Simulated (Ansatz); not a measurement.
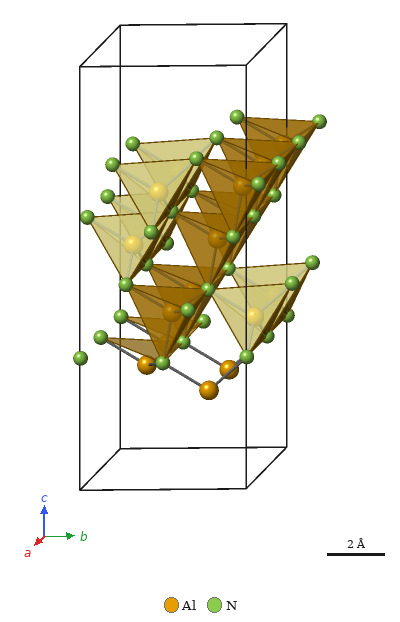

**Figure 1.** The input geometry (polyhedral view of the 2 × 1 repeat of the cell, with the vacuum cut short, seen slightly off an axis; polyhedra are completed across the faces of the cell). An atom can appear more than once, as a periodic image.

# Run report: AlN, geometry relaxation (part 1 of 3)

The run: geometry relaxation of AlN (slab, 16 atoms in the cell). Method and program: DFT r2SCAN, scalar-relativistic, plane waves, PAW, no spin polarisation (Ansatz 0.2.0).

The structure derives from an entry of the Crystallography Open Database. The input holds or restrains some coordinates. Forces given for the steps count only the free coordinates. It belongs to a series of runs on one base structure; here: clean slab, lower half held.

### Input file
```yaml
crystal:
  lattice:
    - [3.1066653462, 0.0, 0.0]
    - [-1.5533326731, 5.6588905222, 0.0]
    - [0.0, 0.0, 25.3985055174]
  atoms:
    - { symbol: Al, position: [0.8812022549, 0.7624045098, 0.3346653603] }
    - { symbol: Al, position: [0.1500390225, 0.3000780449, 0.3501972612] }
    - { symbol: "N", position: [0.7335254244, 0.4670508488, 0.3702285234] }
    - { symbol: "N", position: [0.002362192, 0.0047243839, 0.3857604243] }
    - { symbol: Al, position: [0.4942228604, 0.9884457207, 0.4278567654] }
    - { symbol: Al, position: [0.763059628, 0.5261192559, 0.4433886663] }
    - { symbol: "N", position: [0.3465460299, 0.6930920597, 0.4634199286] }
    - { symbol: "N", position: [0.6153827974, 0.2307655949, 0.4789518294] }
    - { symbol: Al, position: [0.1072434659, 0.2144869317, 0.5210481706] }
    - { symbol: Al, position: [0.3760802334, 0.7521604669, 0.5365800714] }
    - { symbol: "N", position: [0.9595666354, 0.9191332707, 0.5566113337] }
    - { symbol: "N", position: [0.2284034029, 0.4568068059, 0.5721432346] }
    - { symbol: Al, position: [0.7202640714, 0.4405281427, 0.6142395757] }
    - { symbol: Al, position: [0.9891008389, 0.9782016779, 0.6297714766] }
    - { symbol: "N", position: [0.5725872408, 0.1451744817, 0.6498027388] }
    - { symbol: "N", position: [0.8414240084, 0.6828480169, 0.6653346397] }
basis:
  ecutwfc: 500
kpoints:
  mp_grid: { grid: [9, 5, 1] }
hamiltonian:
  xc: r2scan
scf:
  occupations: { method: gaussian, width: 0.05 }
output:
  forces: true
  eigenvalues: true
  write_density: true
  write_potential: true
  elf: true
  volumetric_format: npy
relax:
  adjacent_minimum: "off"
  f_tol: 0.03
  max_steps: 70
  constraints: [{ sites: [0, 1, 2, 3, 4, 5, 6, 7] }]
efield:
  axis: 3
  dipole_correction: true
  ramp_width: 0.04
```

Run on 2 threads of Intel Xeon (Sapphire Rapids), 192 GiB of memory available, shared host.

Command:
```bash
ansatz run input.yaml --threads 2 --pin off --max-ram 5120MiB --backend cpu --events-out ev --progress --plain --runs-dir out
```

### What the program printed
```
Warning: crystal.symmetry: narrowed to the stabiliser of the k-point mesh — unitary ops 2 → 1; excluded 1 operation that carries a point of the 9×5×1 mesh (shift [0, 0, 0]) off the mesh (the run samples exactly the mesh kpoints.mp_grid names, as under crystal.symmetry.detect: false, and its converged state has the mesh's symmetry, not the crystal's; ε∞, the Born charges and the force constants of a linear response (`dielectric:` by the response, `phonons.method: dfpt`) are averaged over those of the crystal's operations that the state keeps within a tolerance, where `mesh_tensors`, `unaveraged_element` or `gamma_mean_max_change_ev_ang2` stands beside them; a row that `dielectric.field_direction` solves alone is averaged likewise, with nothing beside; a Γ-centred mesh of equal divisions is mapped onto itself by every operation and keeps the whole group, as does a half-shifted one under kpoints.further_shifts: images)
Engine: ansatz 0.2.0, x86_64-unknown-linux-gnu
Pseudopotentials: kind: paw
Pseudopotential: Al, paw, valence charge 3, recommended cutoff 500 eV (meta_gga), Al.paw.azcp
Pseudopotential: N, paw, valence charge 5, recommended cutoff 500 eV (meta_gga), N.paw.azcp
Functional definition: r2SCAN
  parameter k0 = 0.174
  parameter k1 = 0.065
  parameter a1 = 4.9479
  exchange = r2scan_x(k0 = k0, k1 = k1, a1 = a1)
  correlation = r2scan_c
Crystal: 16 atoms, lattice volume = 446.513 Å³
Basis set: ecut = 500 eV, 11425 PW (Γ), exchange–correlation on 96×180×768 points (64 copies of the dense FFT grid, shifted against one another)
Bands: 48, of which v1, the nominal top of the filled ones, is band 32 counted from 1 (31 counted from 0)
Symmetry: 1 space group operations
k-points: 23 of 45 (time reversal used)
Non-local potential: Al, projectors of the file, l = 0: 2, l = 1: 2, l = 2: 1
Non-local potential: N, projectors of the file, l = 0: 2, l = 1: 2, l = 2: 1
PAW form: soft (Blöchl's): semilocal exchange-correlation on the pseudo side does not see the compensation charge
PAW frozen core: Al, regenerated for the run's functional (the file was generated under x = pbe(κ = 0.804, μ = 0.2195149727645171), c = pbe(β = 0.06672455060314922))
PAW frozen core: N, regenerated for the run's functional (the file was generated under x = pbe(κ = 0.804, μ = 0.2195149727645171), c = pbe(β = 0.06672455060314922))
PAW one-centre angular grid: Al, 302 points (default); XC on 160 Gauss nodes
PAW one-centre angular grid: N, 302 points (default); XC on 160 Gauss nodes
Initial density: superposition of atomic densities (neutral atoms: chi_scale 0, normalization atom), corrected by the library's trained network
Initial wavefunctions: pseudopotential atomic-orbital guess
Functional: x = r2scan, c = r2scan; τ floored in thin density (d = 2e-4 eV/Å³)
SCF iter   1: F=—  HF=-7415.540905 eV  |F-HF|=—  |Δ(HF+E_count)|=         —  Δρ=1.20e-2  dr2=8.78e0  dr2_τ=1.17e0  ethr=1.77e-3  p=-0.339 e·Å  D=-1.37e-1 V/Å  ΔV_dip=3.49 eV  dr2_dipole=4.86e0  V_vac-E_F(+/−)=8.31/4.82 eV  ⟨swp⟩=9.6  Hψ=7008  notcnv=0  defer=151
efield: sawtooth ramp at fractional position 0.9800 (placed from the atoms, in the widest stretch of the axis that holds none; the zero of the levels goes with the place), width 0.0400; the density the first Hamiltonian is built on has a dipole p = -0.339 e·Å; the dipole correction subtracts the counter field D = -1.37e-1 V/Å, which shifts the + side's vacuum level by +3.49 eV against the − side's; the planar-averaged density in the ramp window peaks in size at 7.0e-6 e/Å³
preconditioner: auto → LDOS  [metal: Δε(μ)=0.027 eV  Ē_g=12.301 eV  σ=0.050 eV  W_gap=0.28  n_scr=40 (ndim 8)  ℏωp=14.1 eV  f_vac=0.536  D(μ)=8.30/eV (n_scr^D=36)  β→1.0]
SCF iter   2: F=—  HF=-7486.874524 eV  |F-HF|=—  |Δ(HF+E_count)|=    7.13e1  Δρ=1.56e-1  dr2=3.92e3  dr2_τ=9.06e0  ethr=1.77e-3  p=-1.607 e·Å  D=-6.51e-1 V/Å  ΔV_dip=16.54 eV  dr2_dipole=3.36e3  V_vac-E_F(+/−)=12.03/-4.51 eV  ⟨swp⟩=16.4  Hψ=7725  notcnv=0  defer=266  recentre
SCF iter   3: F=—  HF=-7415.930058 eV  |F-HF|=—  |Δ(HF+E_count)|=    7.09e1  Δρ=1.07e-2  dr2=7.54e0  dr2_τ=6.84e-3  ethr=1.77e-3  p=-0.359 e·Å  D=-1.46e-1 V/Å  ΔV_dip=3.70 eV  dr2_dipole=4.20e0  V_vac-E_F(+/−)=8.35/4.65 eV  ⟨swp⟩=8.0  Hψ=4325  notcnv=0  defer=225
SCF iter   4: F=—  HF=-7415.853160 eV  |F-HF|=—  |Δ(HF+E_count)|=   7.69e-2  Δρ=8.46e-3  dr2=3.59e-1  dr2_τ=1.50e-2  ethr=1.77e-3  p=-0.343 e·Å  D=-1.39e-1 V/Å  ΔV_dip=3.53 eV  dr2_dipole=9.54e-4  V_vac-E_F(+/−)=8.42/4.89 eV  ⟨swp⟩=4.1  Hψ=1639  notcnv=0  defer=222
SCF iter   5: F=—  HF=-7415.837778 eV  |F-HF|=—  |Δ(HF+E_count)|=   1.54e-2  Δρ=8.03e-3  dr2=6.53e-1  dr2_τ=3.67e-3  ethr=5.61e-4  p=-0.358 e·Å  D=-1.45e-1 V/Å  ΔV_dip=3.69 eV  dr2_dipole=1.17e-1  V_vac-E_F(+/−)=8.47/4.79 eV  ⟨swp⟩=3.0  Hψ=1398  notcnv=0  defer=217
SCF iter   6: F=—  HF=-7415.937482 eV  |F-HF|=—  |Δ(HF+E_count)|=   9.97e-2  Δρ=1.12e-2  dr2=8.12e0  dr2_τ=4.28e-2  ethr=5.61e-4  p=-0.307 e·Å  D=-1.24e-1 V/Å  ΔV_dip=3.16 eV  dr2_dipole=4.61e0  V_vac-E_F(+/−)=8.47/5.31 eV  ⟨swp⟩=3.3  Hψ=1103  notcnv=0  defer=219  recentre
SCF iter   7: F=—  HF=-7415.819457 eV  |F-HF|=—  |Δ(HF+E_count)|=   1.18e-1  Δρ=2.08e-3  dr2=7.84e-2  dr2_τ=2.28e-3  ethr=5.61e-4  p=-0.323 e·Å  D=-1.31e-1 V/Å  ΔV_dip=3.33 eV  dr2_dipole=1.01e-2  V_vac-E_F(+/−)=8.59/5.26 eV  ⟨swp⟩=3.0  Hψ=1436  notcnv=0  defer=220
SCF iter   8: F=—  HF=-7415.823753 eV  |F-HF|=—  |Δ(HF+E_count)|=   4.30e-3  Δρ=3.00e-3  dr2=1.68e-1  dr2_τ=2.81e-3  ethr=1.23e-4  p=-0.354 e·Å  D=-1.44e-1 V/Å  ΔV_dip=3.65 eV  dr2_dipole=4.48e-2  V_vac-E_F(+/−)=8.60/4.95 eV  ⟨swp⟩=2.5  Hψ=1023  notcnv=0  defer=222  recentre
SCF iter   9: F=—  HF=-7415.820287 eV  |F-HF|=—  |Δ(HF+E_count)|=   3.47e-3  Δρ=1.44e-3  dr2=6.45e-2  dr2_τ=4.61e-4  ethr=1.23e-4  p=-0.344 e·Å  D=-1.39e-1 V/Å  ΔV_dip=3.54 eV  dr2_dipole=1.60e-2  V_vac-E_F(+/−)=8.62/5.07 eV  ⟨swp⟩=2.3  Hψ=973  notcnv=0  defer=219
SCF iter  10: F=—  HF=-7415.828459 eV  |F-HF|=—  |Δ(HF+E_count)|=   8.17e-3  Δρ=5.45e-3  dr2=1.67e0  dr2_τ=8.37e-3  ethr=1.01e-4  p=-0.375 e·Å  D=-1.52e-1 V/Å  ΔV_dip=3.86 eV  dr2_dipole=8.89e-1  V_vac-E_F(+/−)=8.62/4.76 eV  ⟨swp⟩=3.1  Hψ=1210  notcnv=0  defer=220  recentre
SCF iter  11: F=—  HF=-7415.820448 eV  |F-HF|=—  |Δ(HF+E_count)|=   8.01e-3  Δρ=1.29e-3  dr2=1.03e-1  dr2_τ=3.93e-4  ethr=1.01e-4  p=-0.389 e·Å  D=-1.58e-1 V/Å  ΔV_dip=4.00 eV  dr2_dipole=5.47e-2  V_vac-E_F(+/−)=8.63/4.63 eV  ⟨swp⟩=2.0  Hψ=1257  notcnv=0  defer=216
SCF iter  12: F=—  HF=-7415.819246 eV  |F-HF|=—  |Δ(HF+E_count)|=   1.20e-3  Δρ=7.61e-4  dr2=3.83e-2  dr2_τ=1.52e-4  ethr=1.01e-4  p=-0.390 e·Å  D=-1.58e-1 V/Å  ΔV_dip=4.02 eV  dr2_dipole=2.03e-2  V_vac-E_F(+/−)=8.63/4.61 eV  ⟨swp⟩=1.6  Hψ=1000  notcnv=0  defer=217
SCF iter  13: F=—  HF=-7415.818753 eV  |F-HF|=—  |Δ(HF+E_count)|=   4.93e-4  Δρ=6.54e-4  dr2=2.78e-2  dr2_τ=1.22e-4  ethr=5.98e-5  p=-0.392 e·Å  D=-1.59e-1 V/Å  ΔV_dip=4.03 eV  dr2_dipole=1.52e-2  V_vac-E_F(+/−)=8.63/4.60 eV  ⟨swp⟩=1.5  Hψ=939  notcnv=0  defer=217
SCF iter  14: F=—  HF=-7415.818281 eV  |F-HF|=—  |Δ(HF+E_count)|=   4.72e-4  Δρ=3.99e-4  dr2=1.09e-2  dr2_τ=4.74e-5  ethr=4.35e-5  p=-0.390 e·Å  D=-1.58e-1 V/Å  ΔV_dip=4.02 eV  dr2_dipole=6.02e-3  V_vac-E_F(+/−)=8.63/4.62 eV  ⟨swp⟩=1.2  Hψ=893  notcnv=0  defer=217
SCF iter  15: F=—  HF=-7415.818199 eV  |F-HF|=—  |Δ(HF+E_count)|=   8.23e-5  Δρ=2.22e-4  dr2=2.18e-3  dr2_τ=9.21e-6  ethr=1.71e-5  p=-0.388 e·Å  D=-1.57e-1 V/Å  ΔV_dip=3.99 eV  dr2_dipole=1.09e-3  V_vac-E_F(+/−)=8.63/4.63 eV  ⟨swp⟩=1.2  Hψ=989  notcnv=0  defer=216
SCF iter  16: F=—  HF=-7415.818182 eV  |F-HF|=—  |Δ(HF+E_count)|=   1.70e-5  Δρ=1.37e-4  dr2=7.65e-4  dr2_τ=1.80e-6  ethr=3.41e-6  p=-0.388 e·Å  D=-1.57e-1 V/Å  ΔV_dip=3.99 eV  dr2_dipole=3.72e-4  V_vac-E_F(+/−)=8.63/4.63 eV  ⟨swp⟩=1.3  Hψ=967  notcnv=0  defer=216
SCF iter  17: F=—  HF=-7415.818173 eV  |F-HF|=—  |Δ(HF+E_count)|=   8.80e-6  Δρ=4.15e-5  dr2=5.61e-5  dr2_τ=1.50e-7  ethr=1.20e-6  p=-0.388 e·Å  D=-1.57e-1 V/Å  ΔV_dip=3.99 eV  dr2_dipole=2.87e-5  V_vac-E_F(+/−)=8.62/4.63 eV  ⟨swp⟩=1.2  Hψ=936  notcnv=0  defer=216
SCF iter  18: F=—  HF=-7415.818174 eV  |F-HF|=—  |Δ(HF+E_count)|=   4.06e-7  Δρ=3.11e-5  dr2=3.07e-5  dr2_τ=1.54e-7  ethr=8.77e-8  p=-0.388 e·Å  D=-1.57e-1 V/Å  ΔV_dip=3.99 eV  dr2_dipole=1.62e-5  V_vac-E_F(+/−)=8.62/4.63 eV  ⟨swp⟩=1.7  Hψ=1103  notcnv=0  defer=216
SCF iter  19: F=-7415.818172 eV  HF=-7415.818174 eV  |F-HF|=1.27e-6  |Δ(HF+E_count)|=   1.28e-8  Δρ=1.15e-5  dr2=1.66e-6  dr2_τ=2.04e-8  ethr=3.52e-8  p=-0.388 e·Å  D=-1.57e-1 V/Å  ΔV_dip=3.99 eV  dr2_dipole=2.48e-7  V_vac-E_F(+/−)=8.62/4.63 eV  ⟨swp⟩=34.4  Hψ=14264  notcnv=0
SCF 1 converged in 19 iterations: F = -7415.818172 eV  dr2 = 1.66e-6
  greatest PAW one-centre occupation: 0.827 electrons in one spin orbital (limit 2), on the N atom at site 15 (counted from 0), in its partial waves of l = 0
relax step   1: F+E_penalty+E_count = -7415.81817228 eV  Δ(F+E_penalty+E_count) = +0.000e0 eV  max|allowed force component| = 2.674e0 eV/Å  Δτ_max = 0.0000 Å  (19 SCF iters, dr2 threshold 2.25e-5 eV, accepted)
Initial density: handed on by an earlier stage of this run
Initial wavefunctions: those handed on with the density
iter 1 solved again at ethr=1.27e-3 eV; its pass at ethr=3.10e-3 eV (dr2=8.11e-1 eV) is discarded
```
